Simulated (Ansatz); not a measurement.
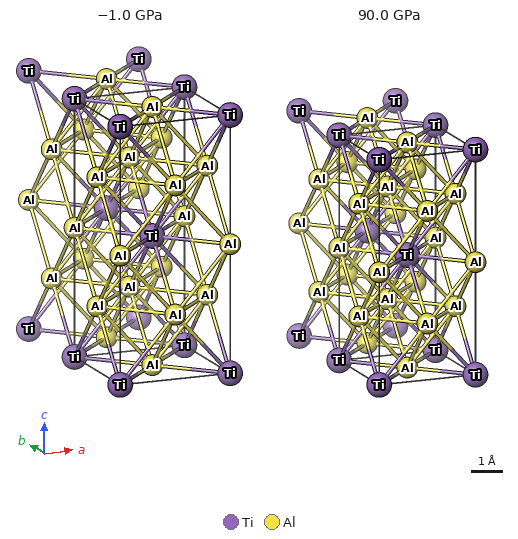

Solid TiAl₃ (set up in I4/mmm), relaxed (cell and atoms) at several target pressures. The picture shows the first and the last member. Style: ball-and-stick. Shown: the conventional cell (2 times the calculation's cell), repeated 1 × 2 × 1 with one cell outlined, slightly off an axis. Lengths and directions refer to the drawn axes.

Computed with Ansatz 0.2.0: DFT PBE, scalar-relativistic, plane waves, PAW. (plane-wave cutoff 420 eV; k-point mesh 16 × 16 × 16 at −1.0 to 50.0, 18 × 18 × 18 at 90.0 GPa; occupations gaussian; smearing width 0.1 eV; no spin polarisation; cell and atoms relaxed; force threshold 0.008 eV/Å)

| pressure (GPa) | volume (Å³/atom) | a (Å) | c (Å) |
| --- | --- | --- | --- |
| −1.0 | 16.093 | 3.858 | 8.651 |
| 0.0 | 15.938 | 3.845 | 8.623 |
| 1.0 | 15.791 | 3.834 | 8.594 |
| 4.0 | ? | ? | ? |
| 12.0 | 14.507 | 3.730 | 8.343 |
| 25.0 | 13.464 | 3.640 | 8.131 |
| 50.0 | 12.117 | 3.515 | 7.845 |
| 90.0 | 10.763 | 3.379 | 7.541 |

> Fill in the missing row.

Murnaghan's form V = V₀(1 + B′P/B₀)^(−1/B′), with V₀ = 15.938 Å³ from the row at zero pressure, fits the other rows with B₀ = 109 GPa and B′ = 3.41 (largest miss 0.025 Å³). At 4.0 GPa it gives 15.938 × (1 + 3.41 × 4.0/109)^(−1/3.41) = 15.396 Å³ per atom. The calculation gives 15.385 Å³/atom (a = 3.802 Å, c = 8.514 Å). The estimate is 0.011 Å³/atom too high. From the first member to the last: Al–Al 2.898 → 2.532 Å, Al–Ti 2.898 → 2.532 Å, Al–Ti 2.728 → 2.389 Å.

The whole series:

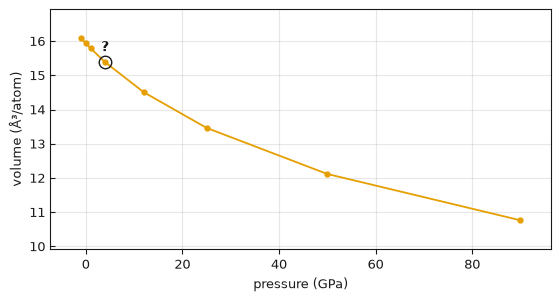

Each member starts from this one structure; whether another phase lies lower wasn't checked.
